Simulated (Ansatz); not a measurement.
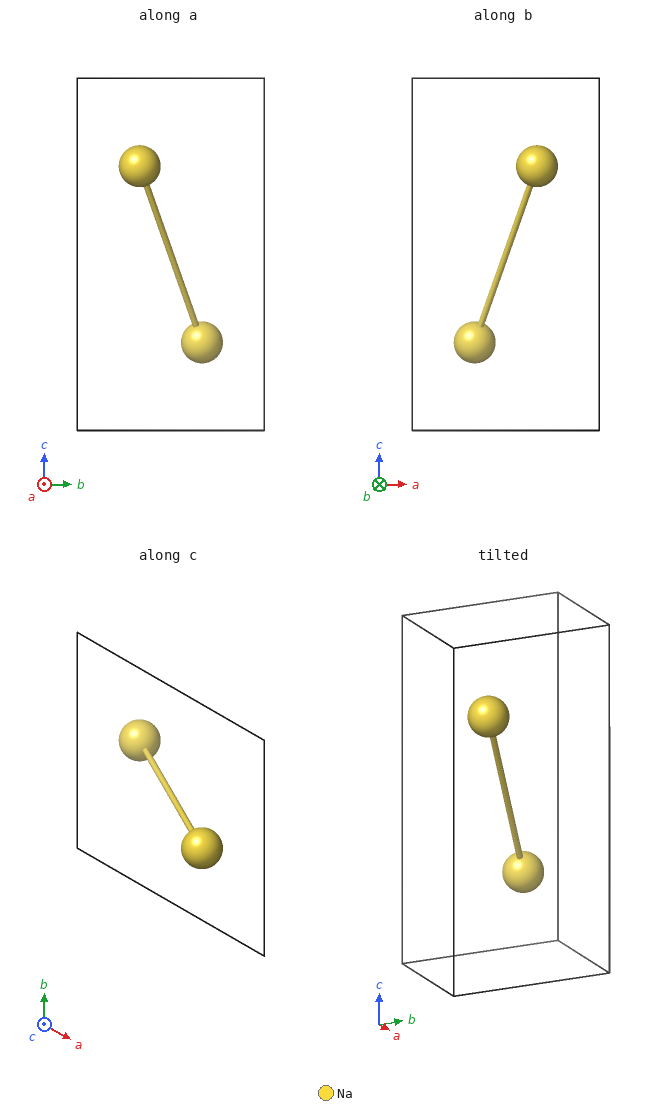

Ball-and-stick representation of a periodic structure, projected along the a axis, along the b axis, along the c axis and slightly off an axis. Atoms at the boundary of the conventional unit cell (the box) are drawn once for each face, edge or corner they touch.

Lattice parameters: a = 3.7193 Å, b = 3.7193 Å, c = 6.0739 Å, α = 90.000°, β = 90.000°, γ = 120.000°.

### Transcribe the picture into a CIF with its space group and independent sites.

```cif
data_structure
_symmetry_space_group_name_H-M 'P 63/m m c'
_symmetry_Int_Tables_number 194
_cell_length_a 3.7193
_cell_length_b 3.7193
_cell_length_c 6.0739
_cell_angle_alpha 90.000
_cell_angle_beta 90.000
_cell_angle_gamma 120.000
_cell_volume 72.76
loop_
_atom_site_label
_atom_site_type_symbol
_atom_site_symmetry_multiplicity
_atom_site_Wyckoff_symbol
_atom_site_fract_x
_atom_site_fract_y
_atom_site_fract_z
_atom_site_occupancy
Na1 Na 2 c 0.3333 0.6667 0.2500 1
```

Origin of the cell: a structure type filled with this element by a generator (whether the element takes this form wasn't checked). Earlier steps of the study may have refined or changed the cell and positions. A calculation with Ansatz used it as input.
